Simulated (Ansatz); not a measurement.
GaN

```xyz
8
Lattice="5.5349 0.0000 0.0000 0.0000 5.5349 0.0000 0.0000 0.0000 3.2141" Properties=species:S:1:pos:R:3 pbc="T T T"
Ga    3.7604    3.7604    0.0000
Ga    0.9930    4.5420    1.6071
Ga    4.5420    0.9930    1.6071
Ga    1.7745    1.7745    0.0000
N     4.5265    4.5265    1.6071
N     1.0085    1.0085    1.6071
N     3.7759    1.7590    0.0000
N     1.7590    3.7759    0.0000
```

Space group P4₂/mnm; a structure generated by program, which may or may not match a known phase.

Theory: DFT PBE, scalar-relativistic, plane waves, PAW in Ansatz.

The density is the valence pseudo-density of a PAW calculation; it isn't the true density close to the nuclei.

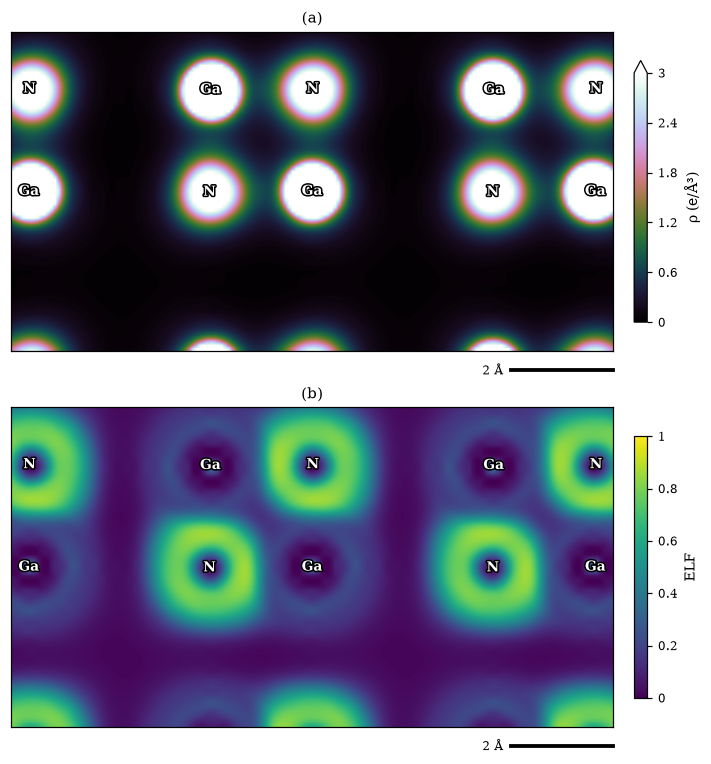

Figure 1. (a) valence charge density (pseudo); (b) ELF on the (001) plane of the conventional cell.

Read the bonding off the picture.

Answer.
- The plane passes through Ga and N nuclei.
- Ga–N (2.00 Å): ρ at the midpoint is about 0.69 e/Å³; the ELF peaks at about 0.85 in the valence shell of N, 0.7 Å from its nucleus, and is about 0.45 at the midpoint.
- Between the atoms the lowest density in this plane is 0.03 e/Å³.

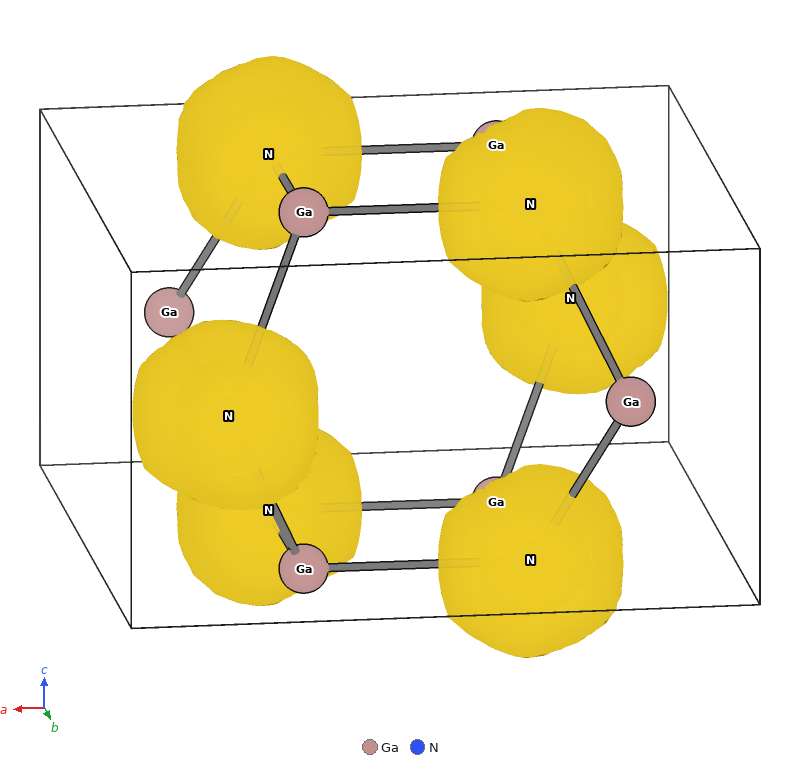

Figure 2. Isosurface of the electron localisation function at 0.75 (yellow), seen at an oblique angle. Only the valence region is drawn (cores and ρ < 0.01 e/Å³ removed). Sticks mark near contacts.

What do the ELF domains correspond to?

Answer. The surface consists of four regions wrapped around N (the valence shell of each), counted in one cell of 8 atoms. Regions shared between cells count once.


Ga–N (1.94 Å): the ELF peaks at about 0.85 in the valence shell of N, 0.7 Å from its nucleus, and is about 0.50 at the midpoint.

Metal or insulator at this level of theory?

Answer. It is gapped, with a Kohn–Sham gap of 1.7 eV on the k-point mesh (the band edges may lie off the mesh, which would make the gap smaller).

Which way does charge flow, and how much by Bader's partition?

Answer. Electrons move from Ga towards N. Bader charges: Ga +1.56 and N −1.56 e.
